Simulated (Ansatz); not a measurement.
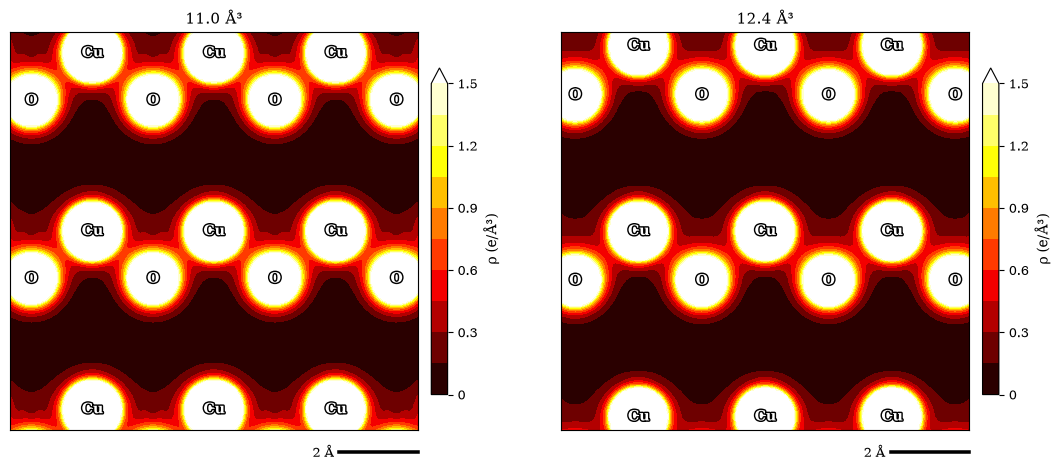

CuO. The valence electron density of cells scaled evenly to different volumes (given per atom above each panel), on the (100) plane of each (indices in the axes of the cell below), at one length scale and on one colour scale.

A generated structure, not necessarily the stable one.

These are results of Kohn-Sham DFT of a periodic cell, PBE, Ansatz PAW (Ansatz 0.2.0), not measurements.

The largest cell:

```
Cu O
1.0
     3.23778    0.00000    0.00000
     0.00000    3.23778    0.00000
     0.00000    0.00000    4.74072
Cu O
2 2
Direct
  0.00000 0.00000 0.00000
  0.50000 0.50000 0.00000
  0.50000 0.00000 0.26700
  0.00000 0.50000 0.73300
```

| volume (Å³/atom) | Cu–O contact in the plane (Å) | ρ at its midpoint (e/Å³) | pressure (GPa) | 
| --- | --- | --- | --- |
| 11.02 | 1.974 | 0.636 | 29.6 | 
| 11.49 | 2.002 | ? | ? | 
| 12.42 | 2.055 | 0.528 | 7.4 | 

What values belong in the row with question marks?

Answer. Over the known rows ln ρ falls by 2.30 per Å of Cu–O distance (the line through the two), which gives 0.596 e/Å³ at 2.002 Å; the calculation gives 0.596 e/Å³. For the pressure, a straight line in volume between the neighbouring rows gives 22.1 GPa; the calculation gives 20.6, lower because pressure rises ever faster on compression.
